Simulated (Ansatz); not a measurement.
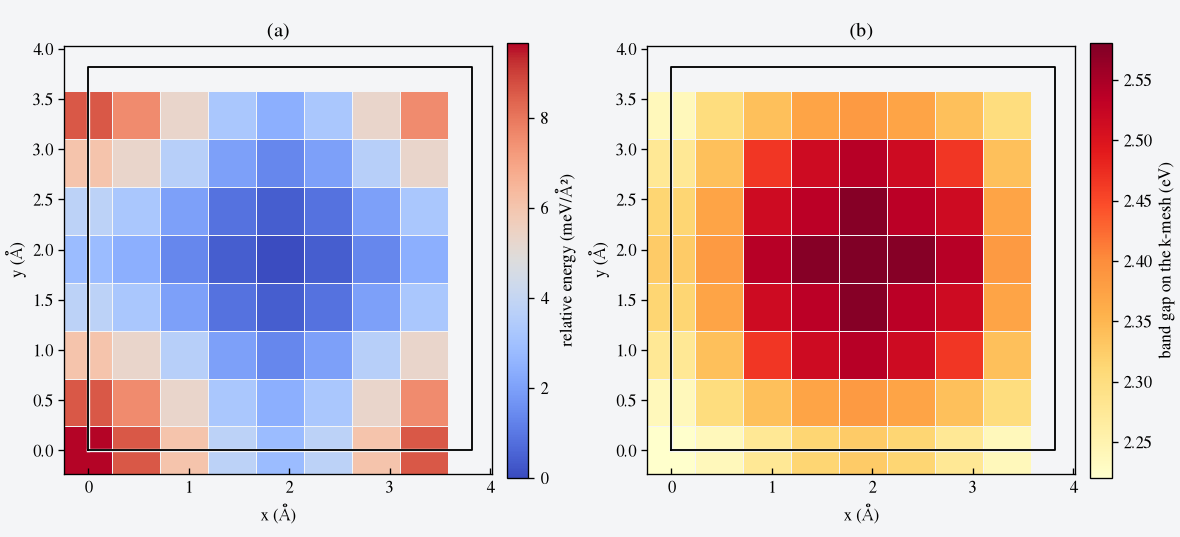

A bilayer of two SnO sheets (8 atoms in the cell). The upper layer of a bilayer is slid over the lower one; relaxed at each slide: nothing; the origin of the map has Sn5 above Sn4; the distance between the facing planes is held at 4.00 Å. Places are given modulo a cell vector. The map is drawn in real space over the plane of the slide. Grid: 8 × 8 points; 15 points were computed and 49 follow by symmetry. Energies are in meV/Å², from the lowest grid point. At a held distance the lowest stacking need not be the one that binds best once the distance relaxes. These are results of DFT PBE+D3(BJ), scalar-relativistic, plane waves, PAW (Ansatz 0.2.0), not measurements. Settings: cutoff 420 eV, k-mesh 7×7×1, gaussian smearing 0.05 eV, no spin polarisation.

Panel (a) is the energy; panel (b) is the computed band gap on the k-mesh, in eV.

The picture shows one coloured cell a grid point, the outline of one cell of the plane.

Question: How does the band gap on the k-mesh vary over the map, and what is it at the lowest grid point?

Answer: It runs from 2.22 eV at (0/8, 0/8) of the cell vectors to 2.58 eV at (4/8, 4/8) of the cell vectors. At the lowest grid point, (4/8, 4/8) of the cell vectors, it is 2.58 eV.

PAW datasets: the set soft_1.
